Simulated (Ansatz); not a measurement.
Pt

Input

```
crystal:
  lattice:
    - [0.0, 1.94683287, 2.0831111709]
    - [1.7326812543, 0.0, 2.0831111709]
    - [1.7326812543, 1.94683287, 0.0]
  atoms:
    - { symbol: Pt, position: [0.0, 0.0, 0.0] }
basis:
  ecutwfc: 420
kpoints:
  mp_grid: { grid: [20, 20, 20] }
hamiltonian:
  xc: lda
scf:
  occupations: { method: gaussian, width: 0.15 }
output:
  forces: true
  stress: true
  eigenvalues: true
  write_density: true
  write_potential: true
  elf: true
  volumetric_format: npy
```

Launched as:

```sh
ansatz run input.yaml --threads 1 --pin off --max-ram 2048MiB --backend cpu --events-out ev --progress --plain --runs-dir out
```

Below, planes, directions and counts refer to the conventional cell (a = 3.47 Å, b = 3.89 Å, c = 4.17 Å, α = 90.00°, β = 90.00°, γ = 90.00°).

Space group Fmmm; changed on purpose from its base cell (normal strain along x -0.1100, normal strain along z +0.0700); computed pressure about 20 GPa in this cell.

All numbers below come from DFT LDA, scalar-relativistic, plane waves, PAW (Ansatz 0.2.0).

### Predict the valence pseudo-density and electron localisation function between the atoms.

Pt–Pt (2.61 Å): the density is about 0.51 e/Å³ at the midpoint; the ELF is about 0.30 at the midpoint (no shared electron pair shows on this line).

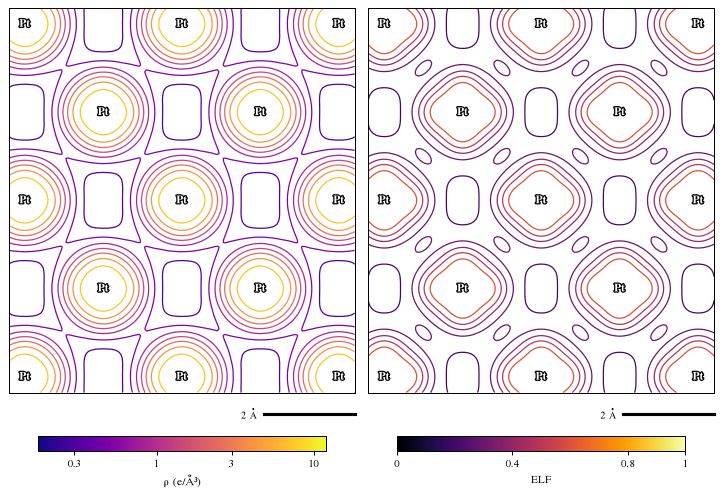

Computed valence pseudo-density and electron localisation function on the (001) plane of the conventional cell, in this order. 

Core electrons are frozen (PAW), and the valence fields are smoothed inside the atomic spheres.
